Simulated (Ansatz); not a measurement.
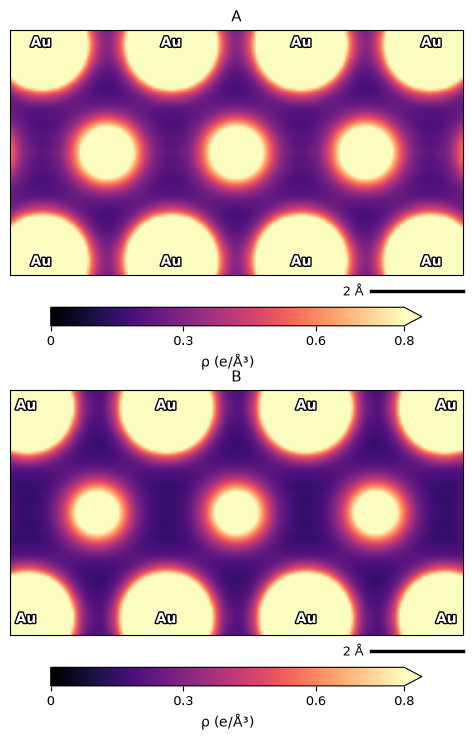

Au. The valence charge density (pseudo) of two cells that differ in size and shape, on the (010) plane of each (indices in the axes of the calculation cell), at one length scale and on one colour scale: B has 18.6 Å³ an atom and A 16.5.

Space group P6₃/mmc.

Computed with DFT PBEsol, scalar-relativistic, plane waves, PAW (Ansatz).

The density is the valence pseudo-density of a PAW calculation; it isn't the true density close to the nuclei.

The larger cell:

```
Au
1.0
     3.04500    0.00000    0.00000
    -1.52250    2.63705    0.00000
     0.00000    0.00000    4.63600
Au
2
Direct
  0.33333 0.66667 0.75000
  0.66667 0.33333 0.25000
```

The smaller cell: a = 2.827 Å, b = 2.827 Å, c = 4.758 Å, α = 90.00°, β = 90.00°, γ = 120.00°.

Q: What does the compression do to the bonding and the properties?

A: From the larger cell to the smaller, Au–Au goes from 3.04 to 2.83 Å, and the density at its midpoint from 0.21 to 0.31 e/Å³; the pressure goes from −11 to 6 GPa.
